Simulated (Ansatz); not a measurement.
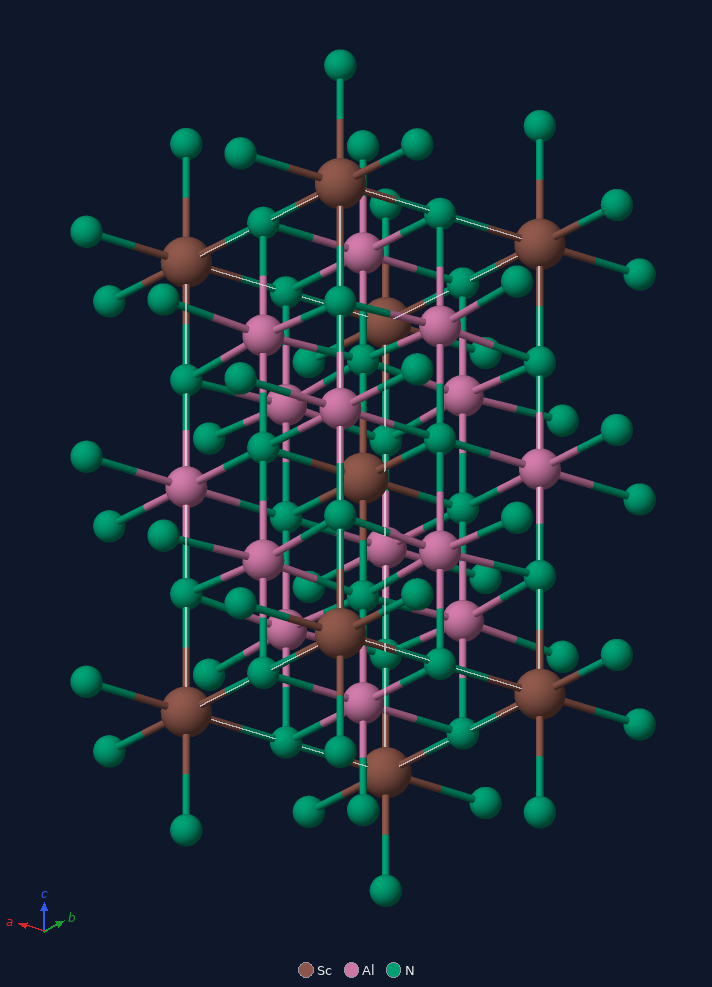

Structure drawing (ball-and-stick), viewed from a general direction. One conventional unit cell is outlined, and atoms on its boundary appear in each equivalent place. A few atoms beyond the faces are included.

ScAl$_{3}$N$_{4}$, space group I4/mmm (No. 139), a = 4.25 Å, b = 4.25 Å, c = 8.26 Å, α = 90.00°, β = 90.00°, γ = 90.00°.

All computed values are from DFT PBE, scalar-relativistic, plane waves, PAW in Ansatz 0.2.0. Settings: a basis cut at 420 eV, k-points about 0.21 Å⁻¹ apart, Gaussian smearing of 0.02 eV, no spin polarisation.

**Does it come out as a metal, or with a gap?**

A semiconductor at this level, with a gap of 1.96 eV, direct.

**How far is the cell from zero pressure?**

The computed pressure is 0.0 GPa, close to zero.

Its origin is a structure type filled with these elements by a generator (whether the compound takes this form wasn't checked). Earlier steps of the study may have refined or changed the cell and positions. It went into a calculation with Ansatz.
